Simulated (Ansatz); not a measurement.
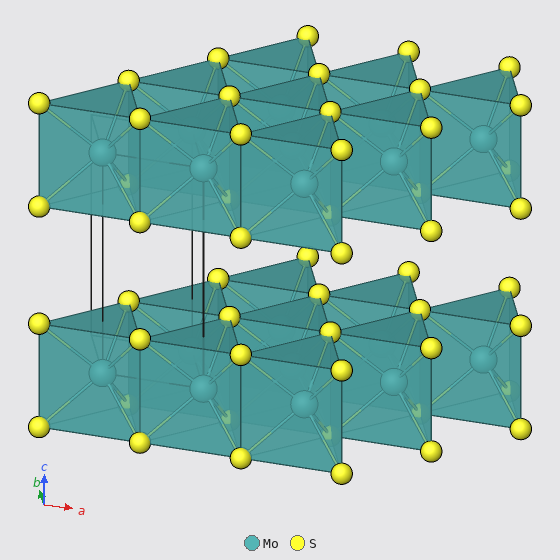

Polyhedra are drawn about Mo (bonds: Mo–S below 2.7 Å); other atoms are plain spheres.

System MoS2 (space group P-6m2, No. 187); source of the atomic positions: coordinates from a relaxation with Ansatz 0.2.0, DFT PBE+D3(BJ), scalar-relativistic, plane waves, PAW.

### What figure surrounds each Mo atom, and what does it share with the other drawn polyhedra?

Mo: MoS6 trigonal prism, sharing edges with six neighbours.

### How do these polyhedra hang together as a whole?

They form layers of edge-sharing trigonal prisms parallel to (001).
